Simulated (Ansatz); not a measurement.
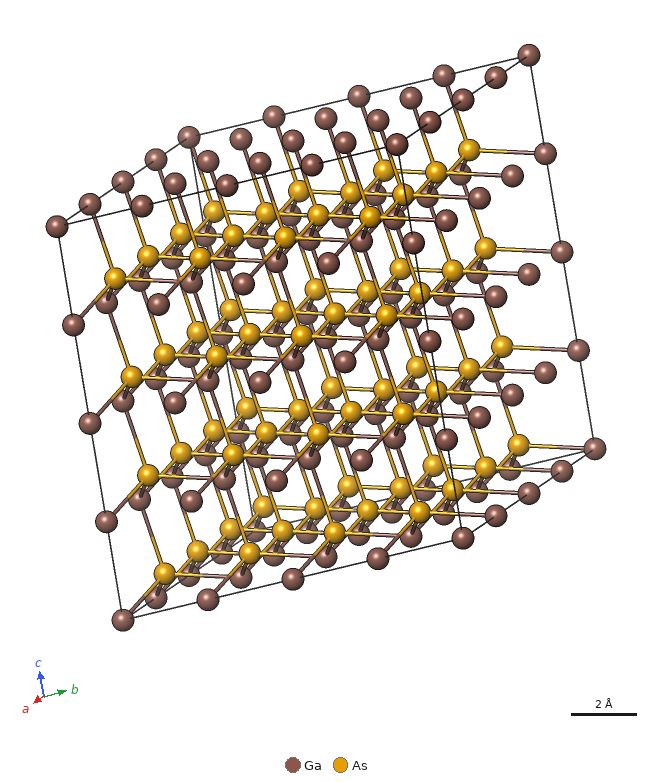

The input geometry (ball-and-stick view of the cell of the calculation, seen slightly off an axis). Near neighbours in the crystal (not all of them lie inside the picture): Ga has 4 As at 2.45 Å; As has 4 Ga at 2.45 Å.

# Run report: Ga$_{64}$As$_{64}$, single-point calculation (part 1 of 2)

Ga$_{64}$As$_{64}$ (128 atoms in the cell), computed with DFT, HSE06, PAW, plane waves (Ansatz 0.2.0).

The structure was built on a prototype by a generator.

The input
```yaml
crystal:
  lattice:
    - [0.000000, 11.320000, 11.320000]
    - [11.320000, 0.000000, 11.320000]
    - [11.320000, 11.320000, 0.000000]
  atoms:
    - { symbol: Ga, position: [0.000000, 0.000000, 0.000000] }
    - { symbol: Ga, position: [0.500000, 0.000000, 0.000000] }
    - { symbol: Ga, position: [0.000000, 0.500000, 0.000000] }
    - { symbol: Ga, position: [0.000000, 0.000000, 0.500000] }
    - { symbol: Ga, position: [0.250000, 0.250000, 0.250000] }
    - { symbol: Ga, position: [0.500000, 0.500000, 0.000000] }
    - { symbol: Ga, position: [0.500000, 0.000000, 0.500000] }
    - { symbol: Ga, position: [0.750000, 0.250000, 0.250000] }
    - { symbol: Ga, position: [0.000000, 0.500000, 0.500000] }
    - { symbol: Ga, position: [0.250000, 0.750000, 0.250000] }
    - { symbol: Ga, position: [0.250000, 0.250000, 0.750000] }
    - { symbol: Ga, position: [0.500000, 0.500000, 0.500000] }
    - { symbol: Ga, position: [0.750000, 0.750000, 0.250000] }
    - { symbol: Ga, position: [0.750000, 0.250000, 0.750000] }
    - { symbol: Ga, position: [0.250000, 0.750000, 0.750000] }
    - { symbol: Ga, position: [0.750000, 0.750000, 0.750000] }
    - { symbol: Ga, position: [0.000000, 0.000000, 0.250000] }
    - { symbol: Ga, position: [0.250000, 0.250000, 0.000000] }
    - { symbol: Ga, position: [0.500000, 0.000000, 0.250000] }
    - { symbol: Ga, position: [0.750000, 0.250000, 0.000000] }
    - { symbol: Ga, position: [0.000000, 0.500000, 0.250000] }
    - { symbol: Ga, position: [0.250000, 0.750000, 0.000000] }
    - { symbol: Ga, position: [0.000000, 0.000000, 0.750000] }
    - { symbol: Ga, position: [0.250000, 0.250000, 0.500000] }
    - { symbol: Ga, position: [0.500000, 0.500000, 0.250000] }
    - { symbol: Ga, position: [0.750000, 0.750000, 0.000000] }
    - { symbol: Ga, position: [0.500000, 0.000000, 0.750000] }
    - { symbol: Ga, position: [0.750000, 0.250000, 0.500000] }
    - { symbol: Ga, position: [0.000000, 0.500000, 0.750000] }
    - { symbol: Ga, position: [0.250000, 0.750000, 0.500000] }
    - { symbol: Ga, position: [0.500000, 0.500000, 0.750000] }
    - { symbol: Ga, position: [0.750000, 0.750000, 0.500000] }
    - { symbol: Ga, position: [0.000000, 0.250000, 0.000000] }
    - { symbol: Ga, position: [0.250000, 0.000000, 0.250000] }
    - { symbol: Ga, position: [0.500000, 0.250000, 0.000000] }
    - { symbol: Ga, position: [0.750000, 0.000000, 0.250000] }
    - { symbol: Ga, position: [0.000000, 0.750000, 0.000000] }
    - { symbol: Ga, position: [0.000000, 0.250000, 0.500000] }
    - { symbol: Ga, position: [0.250000, 0.500000, 0.250000] }
    - { symbol: Ga, position: [0.500000, 0.750000, 0.000000] }
    - { symbol: Ga, position: [0.250000, 0.000000, 0.750000] }
    - { symbol: Ga, position: [0.500000, 0.250000, 0.500000] }
    - { symbol: Ga, position: [0.750000, 0.500000, 0.250000] }
    - { symbol: Ga, position: [0.750000, 0.000000, 0.750000] }
    - { symbol: Ga, position: [0.000000, 0.750000, 0.500000] }
    - { symbol: Ga, position: [0.250000, 0.500000, 0.750000] }
    - { symbol: Ga, position: [0.500000, 0.750000, 0.500000] }
    - { symbol: Ga, position: [0.750000, 0.500000, 0.750000] }
    - { symbol: Ga, position: [0.250000, 0.000000, 0.000000] }
    - { symbol: Ga, position: [0.750000, 0.000000, 0.000000] }
    - { symbol: Ga, position: [0.000000, 0.250000, 0.250000] }
    - { symbol: Ga, position: [0.250000, 0.500000, 0.000000] }
    - { symbol: Ga, position: [0.250000, 0.000000, 0.500000] }
    - { symbol: Ga, position: [0.500000, 0.250000, 0.250000] }
    - { symbol: Ga, position: [0.750000, 0.500000, 0.000000] }
    - { symbol: Ga, position: [0.750000, 0.000000, 0.500000] }
    - { symbol: Ga, position: [0.000000, 0.750000, 0.250000] }
    - { symbol: Ga, position: [0.000000, 0.250000, 0.750000] }
    - { symbol: Ga, position: [0.250000, 0.500000, 0.500000] }
    - { symbol: Ga, position: [0.500000, 0.750000, 0.250000] }
    - { symbol: Ga, position: [0.500000, 0.250000, 0.750000] }
    - { symbol: Ga, position: [0.750000, 0.500000, 0.500000] }
    - { symbol: Ga, position: [0.000000, 0.750000, 0.750000] }
    - { symbol: Ga, position: [0.500000, 0.750000, 0.750000] }
    - { symbol: As, position: [0.062500, 0.062500, 0.062500] }
    - { symbol: As, position: [0.562500, 0.062500, 0.062500] }
    - { symbol: As, position: [0.062500, 0.562500, 0.062500] }
    - { symbol: As, position: [0.062500, 0.062500, 0.562500] }
    - { symbol: As, position: [0.312500, 0.312500, 0.312500] }
    - { symbol: As, position: [0.562500, 0.562500, 0.062500] }
    - { symbol: As, position: [0.562500, 0.062500, 0.562500] }
    - { symbol: As, position: [0.812500, 0.312500, 0.312500] }
    - { symbol: As, position: [0.062500, 0.562500, 0.562500] }
    - { symbol: As, position: [0.312500, 0.812500, 0.312500] }
    - { symbol: As, position: [0.312500, 0.312500, 0.812500] }
    - { symbol: As, position: [0.562500, 0.562500, 0.562500] }
    - { symbol: As, position: [0.812500, 0.812500, 0.312500] }
    - { symbol: As, position: [0.812500, 0.312500, 0.812500] }
    - { symbol: As, position: [0.312500, 0.812500, 0.812500] }
    - { symbol: As, position: [0.812500, 0.812500, 0.812500] }
    - { symbol: As, position: [0.062500, 0.062500, 0.312500] }
    - { symbol: As, position: [0.312500, 0.312500, 0.062500] }
    - { symbol: As, position: [0.562500, 0.062500, 0.312500] }
    - { symbol: As, position: [0.812500, 0.312500, 0.062500] }
    - { symbol: As, position: [0.062500, 0.562500, 0.312500] }
    - { symbol: As, position: [0.312500, 0.812500, 0.062500] }
    - { symbol: As, position: [0.062500, 0.062500, 0.812500] }
    - { symbol: As, position: [0.312500, 0.312500, 0.562500] }
    - { symbol: As, position: [0.562500, 0.562500, 0.312500] }
    - { symbol: As, position: [0.812500, 0.812500, 0.062500] }
    - { symbol: As, position: [0.562500, 0.062500, 0.812500] }
    - { symbol: As, position: [0.812500, 0.312500, 0.562500] }
    - { symbol: As, position: [0.062500, 0.562500, 0.812500] }
    - { symbol: As, position: [0.312500, 0.812500, 0.562500] }
    - { symbol: As, position: [0.562500, 0.562500, 0.812500] }
    - { symbol: As, position: [0.812500, 0.812500, 0.562500] }
    - { symbol: As, position: [0.062500, 0.312500, 0.062500] }
    - { symbol: As, position: [0.312500, 0.062500, 0.312500] }
    - { symbol: As, position: [0.562500, 0.312500, 0.062500] }
    - { symbol: As, position: [0.812500, 0.062500, 0.312500] }
    - { symbol: As, position: [0.062500, 0.812500, 0.062500] }
    - { symbol: As, position: [0.062500, 0.312500, 0.562500] }
    - { symbol: As, position: [0.312500, 0.562500, 0.312500] }
    - { symbol: As, position: [0.562500, 0.812500, 0.062500] }
    - { symbol: As, position: [0.312500, 0.062500, 0.812500] }
    - { symbol: As, position: [0.562500, 0.312500, 0.562500] }
    - { symbol: As, position: [0.812500, 0.562500, 0.312500] }
    - { symbol: As, position: [0.812500, 0.062500, 0.812500] }
    - { symbol: As, position: [0.062500, 0.812500, 0.562500] }
    - { symbol: As, position: [0.312500, 0.562500, 0.812500] }
    - { symbol: As, position: [0.562500, 0.812500, 0.562500] }
    - { symbol: As, position: [0.812500, 0.562500, 0.812500] }
    - { symbol: As, position: [0.312500, 0.062500, 0.062500] }
    - { symbol: As, position: [0.812500, 0.062500, 0.062500] }
    - { symbol: As, position: [0.062500, 0.312500, 0.312500] }
    - { symbol: As, position: [0.312500, 0.562500, 0.062500] }
    - { symbol: As, position: [0.312500, 0.062500, 0.562500] }
    - { symbol: As, position: [0.562500, 0.312500, 0.312500] }
    - { symbol: As, position: [0.812500, 0.562500, 0.062500] }
    - { symbol: As, position: [0.812500, 0.062500, 0.562500] }
    - { symbol: As, position: [0.062500, 0.812500, 0.312500] }
    - { symbol: As, position: [0.062500, 0.312500, 0.812500] }
    - { symbol: As, position: [0.312500, 0.562500, 0.562500] }
    - { symbol: As, position: [0.562500, 0.812500, 0.312500] }
    - { symbol: As, position: [0.562500, 0.312500, 0.812500] }
    - { symbol: As, position: [0.812500, 0.562500, 0.562500] }
    - { symbol: As, position: [0.062500, 0.812500, 0.812500] }
    - { symbol: As, position: [0.562500, 0.812500, 0.812500] }
kpoints:
  mp_grid: { grid: [1, 1, 1] }
hamiltonian:
  xc: hse06
scf:
  occupations: { method: fermi_dirac, width: 0.01 }
output:
  forces: true
  eigenvalues: true
  populations: true
  eigenstates: { kpoints: [[0, 0, 0]], e_range: [-6.0, 6.0], localisation: true }
```

Run on 8 CPU threads, shared host.

What the program printed
```
Pseudopotentials: kind: paw
Functional definition: HSE06
  parameter a = 0.25
  parameter omega = 0.11/bohr
  exchange = pbe_x - a*pbe_x_sr(omega) + a*exact_x_sr(omega)
  correlation = pbe_c
Crystal: 128 atoms, lattice volume = 2901.144 Å³
Basis set: ecut = 420 eV, 56833 PW (Γ), exchange–correlation on 216×216×216 points (8 copies of the dense FFT grid, shifted against one another)
Bands: 1076, of which v1, the nominal top of the filled ones, is band 896 counted from 1 (895 counted from 0)
Symmetry: 1536 space group operations
Space group: F-43m (ITA 216), of the structure as read, at distance tolerance 1.4e-4 Å
k-points: 1
Non-local potential: Ga, projectors of the file, l = 0: 2, l = 1: 2, l = 2: 3, l = 3: 1
Non-local potential: As, projectors of the file, l = 0: 2, l = 1: 2, l = 2: 3, l = 3: 1
PAW form: soft (Blöchl's): semilocal exchange-correlation on the pseudo side does not see the compensation charge
PAW frozen core: Ga, regenerated for the run's functional, and the local potential with it (the file was generated under x = pbe(κ = 0.804, μ = 0.2195149727645171), c = pbe(β = 0.06672455060314922))
PAW frozen core: As, regenerated for the run's functional, and the local potential with it (the file was generated under x = pbe(κ = 0.804, μ = 0.2195149727645171), c = pbe(β = 0.06672455060314922))
PAW one-centre angular grid: Ga, 590 points (default); XC on 64 Gauss nodes
PAW one-centre angular grid: As, 590 points (default); XC on 64 Gauss nodes
Initial density: superposition of atomic densities (neutral atoms: chi_scale 0, normalization atom), corrected by the library's trained network
Initial wavefunctions: pseudopotential atomic-orbital guess
Functional: x = pbe(κ = 0.804, μ = 0.2195149727645171), c = pbe(β = 0.06672455060314922), warm-up for x = pbe(κ = 0.804, μ = 0.2195149727645171) + 0.25 (exact − pbe) at short range (hse, ω = 0.20786987370883472 Å⁻¹), c = pbe(β = 0.06672455060314922); HSE06 as pw.x's `hse` composes it (authors' and Libxc's form: `xc: wpbeh`)
SCF iter   1: F=—  HF=-552938.539039 eV  |F-HF|=—  |Δ(HF+E_count)|=         —  Δρ=1.59e-3  dr2=3.06e-2  ethr=1.77e-3  ⟨swp⟩=9.0  Hψ=4184  notcnv=0
preconditioner: auto → none  [insulator: Δε(μ)=0.485 eV  Ē_g=14.539 eV  σ=0.010 eV  W_gap=1.00  n_scr=748 (ndim 8)  ℏωp=23.4 eV  f_vac=0.091  D(μ)=0.00/eV (n_scr^D=0)]
SCF iter   2: F=—  HF=-552938.556751 eV  |F-HF|=—  |Δ(HF+E_count)|=   1.77e-2  Δρ=6.21e-4  dr2=5.14e-3  ethr=1.71e-6  ⟨swp⟩=14.0  Hψ=4456  notcnv=0  defer=2
SCF iter   3: F=—  HF=-552938.559270 eV  |F-HF|=—  |Δ(HF+E_count)|=   2.52e-3  Δρ=2.15e-4  dr2=6.68e-4  ethr=2.87e-7  ⟨swp⟩=14.0  Hψ=2483  notcnv=0
iter 4 solved again at ethr=1.86e-9 eV; its pass at ethr=3.73e-8 eV (dr2=3.33e-5 eV) is discarded
SCF iter   4: F=—  HF=-552938.559369 eV  |F-HF|=—  |Δ(HF+E_count)|=   9.86e-5  Δρ=5.48e-5  dr2=3.29e-5  ethr=1.86e-9  ⟨swp⟩=3.0  Hψ=4969  notcnv=0
SCF iter   5: F=-552938.559419 eV  HF=-552938.559418 eV  |F-HF|=2.58e-7  |Δ(HF+E_count)|=   4.96e-5  Δρ=6.55e-6  dr2=9.30e-7  ethr=1.83e-9  ⟨swp⟩=3.0  Hψ=2228  notcnv=0
SCF 1 stopped early in 5 iterations: F = -552938.559419 eV  dr2 = 9.30e-7
  greatest PAW one-centre occupation: 0.999 electrons in one spin orbital (limit 2), on the As atom at site 127 (counted from 0), in its partial waves of l = 2
Initial density: handed on by an earlier stage of this run
Initial wavefunctions: those handed on with the density
Functional: x = pbe(κ = 0.804, μ = 0.2195149727645171) + 0.25 (exact − pbe) at short range (hse, ω = 0.20786987370883472 Å⁻¹), c = pbe(β = 0.06672455060314922); HSE06 as pw.x's `hse` composes it (authors' and Libxc's form: `xc: wpbeh`)
Exchange kernel: α = 0.2500, screened, ω = 0.2079 Å⁻¹, Wigner–Seitz truncation, v(0) = 1026.9714 eV·Å³, q-mesh 1×1×1, nearest image of the exchange supercell L = 16.01 Å, pair-density grid 64×64×64, without the augmentation charges, whose exchange is taken in its separable form (sized by the pseudopotential files, 90×90×90 at the most), smooth part of the exchange summed in real space on grids 80×
Frozen-core exchange: fock
SCF iter   1: F=—  HF=-553053.540814 eV  |F-HF|=—  |Δ(HF+E_count)|=         —  Δρ=1.28e-2  dr2=1.84e0  ethr=5.19e-10  ⟨swp⟩=16.0  Hψ=7373  notcnv=0
preconditioner: auto → none  [insulator: Δε(μ)=1.350 eV  Ē_g=17.223 eV  σ=0.010 eV  W_gap=1.00  n_scr=748 (ndim 8)  ℏωp=23.4 eV  f_vac=0.093  D(μ)=0.00/eV (n_scr^D=0)]
SCF iter   2: F=—  HF=-553052.272221 eV  |F-HF|=—  |Δ(HF+E_count)|=    1.27e0  Δρ=2.82e-3  dr2=1.46e-1  ethr=5.19e-10  ⟨swp⟩=6.0  Hψ=5830  notcnv=0
SCF iter   3: F=—  HF=-553052.848481 eV  |F-HF|=—  |Δ(HF+E_count)|=   5.76e-1  Δρ=3.13e-3  dr2=9.31e-2  ethr=5.19e-10  ⟨swp⟩=6.0  Hψ=5688  notcnv=0
SCF iter   4: F=—  HF=-553052.838822 eV  |F-HF|=—  |Δ(HF+E_count)|=   9.66e-3  Δρ=1.11e-3  dr2=1.52e-2  ethr=5.19e-10  ⟨swp⟩=5.0  Hψ=4674  notcnv=0
SCF iter   5: F=—  HF=-553052.839670 eV  |F-HF|=—  |Δ(HF+E_count)|=   8.48e-4  Δρ=4.12e-5  dr2=1.06e-3  ethr=5.19e-10  ⟨swp⟩=5.0  Hψ=4344  notcnv=0
SCF iter   6: F=—  HF=-553052.852825 eV  |F-HF|=—  |Δ(HF+E_count)|=   1.32e-2  Δρ=2.24e-4  dr2=5.99e-4  ethr=5.19e-10  ⟨swp⟩=6.0  Hψ=4834  notcnv=0
SCF iter   7: F=-553052.852345 eV  HF=-553052.852357 eV  |F-HF|=1.27e-5  |Δ(HF+E_count)|=   4.68e-4  Δρ=1.77e-5  dr2=1.50e-5  ethr=5.19e-10  ⟨swp⟩=5.0  Hψ=3576  notcnv=0
SCF 2 stopped early in 7 iterations: F = -553052.852345 eV  dr2 = 1.50e-5
hybrid outer 1: dexx = +6.815e-1 eV, tail = 2.73e-3 eV
SCF iter   1: F=—  HF=-553052.855916 eV  |F-HF|=—  |Δ(HF+E_count)|=         —  Δρ=6.70e-5  dr2=1.36e-4  ethr=7.63e-7  ⟨swp⟩=8.0  Hψ=2555  notcnv=0
preconditioner: auto → none  [insulator: Δε(μ)=1.444 eV  Ē_g=17.050 eV  σ=0.010 eV  W_gap=1.00  n_scr=748 (ndim 8)  ℏωp=23.4 eV  f_vac=0.088  D(μ)=0.00/eV (n_scr^D=0)]
SCF iter   2: F=—  HF=-553052.855921 eV  |F-HF|=—  |Δ(HF+E_count)|=   4.96e-6  Δρ=2.72e-5  dr2=2.14e-5  ethr=6.36e-9  ⟨swp⟩=4.0  Hψ=3227  notcnv=0
SCF iter   3: F=—  HF=-553052.855984 eV  |F-HF|=—  |Δ(HF+E_count)|=   6.28e-5  Δρ=1.25e-5  dr2=5.63e-6  ethr=6.34e-10  ⟨swp⟩=4.0  Hψ=3346  notcnv=0
SCF iter   4: F=—  HF=-553052.855982 eV  |F-HF|=—  |Δ(HF+E_count)|=   1.80e-6  Δρ=2.02e-6  dr2=3.47e-7  ethr=2.68e-10  ⟨swp⟩=3.0  Hψ=2249  notcnv=0
SCF iter   5: F=—  HF=-553052.855983 eV  |F-HF|=—  |Δ(HF+E_count)|=   8.92e-7  Δρ=1.16e-6  dr2=5.77e-8  ethr=1.14e-11  ⟨swp⟩=5.0  Hψ=3500  notcnv=0
SCF iter   6: F=-553052.855983 eV  HF=-553052.855983 eV  |F-HF|=2.31e-8  |Δ(HF+E_count)|=   4.56e-8  Δρ=3.19e-7  dr2=1.61e-8  ethr=1.35e-11 (applied; sched 2.32e-12)  ⟨swp⟩=2.0  Hψ=1972  notcnv=0
SCF 3 converged in 6 iterations: F = -553052.855983 eV  dr2 = 1.61e-8
  Residual-converged pass: ⟨swp⟩=2.0  Hψ=1972  notcnv=0  max |occ|·‖R‖ = 3.9e-6 eV (tolerance 6.7e-6 eV)  dr2=1.64e-8  dr2_onsite=2.87e-8  max |Δocc| = 0.0e0
hybrid outer 2: dexx = +7.447e-5 eV, tail = 1.40e-6 eV, Δε = 2.66e-3 eV (about 8.42e-5 eV left of the loop's levels)
SCF iter   1: F=—  HF=-553052.855978 eV  |F-HF|=—  |Δ(HF+E_count)|=         —  Δρ=1.50e-6  dr2=1.03e-7  ethr=3.92e-10  ⟨swp⟩=11.0  Hψ=2750  notcnv=0
preconditioner: auto → none  [insulator: Δε(μ)=1.445 eV  Ē_g=17.049 eV  σ=0.010 eV  W_gap=1.00  n_scr=748 (ndim 8)  ℏωp=23.4 eV  f_vac=0.088  D(μ)=0.00/eV (n_scr^D=0)]
SCF iter   2: F=-553052.855978 eV  HF=-553052.855978 eV  |F-HF|=5.11e-8  |Δ(HF+E_count)|=   8.27e-9  Δρ=6.03e-7  dr2=2.39e-8  ethr=8.61e-12 (applied; sched 4.24e-12)  ⟨swp⟩=4.0  Hψ=2158  notcnv=0
SCF 4 converged in 2 iterations: F = -553052.855978 eV  dr2 = 2.39e-8
  Residual-converged pass: ⟨swp⟩=3.0  Hψ=2020  notcnv=0  max |occ|·‖R‖ = 5.3e-6 eV (tolerance 6.7e-6 eV)  dr2=2.43e-8  dr2_onsite=6.12e-8  max |Δocc| = 0.0e0
```

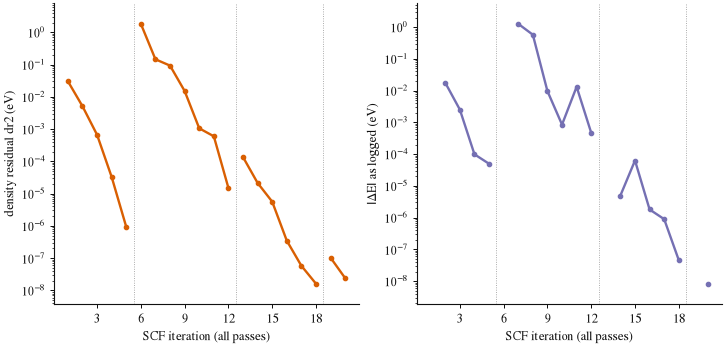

Convergence of the self-consistent field: density residual dr2 and size of the energy change against the SCF iteration. The run starts with a semilocal functional; after that each stretch between dotted lines is one SCF of the hybrid functional between two exact rebuilds of the exchange operator by the outer loop. Early passes are stopped at a loose threshold. The passes take 5, 7, 6 and 2 iterations.
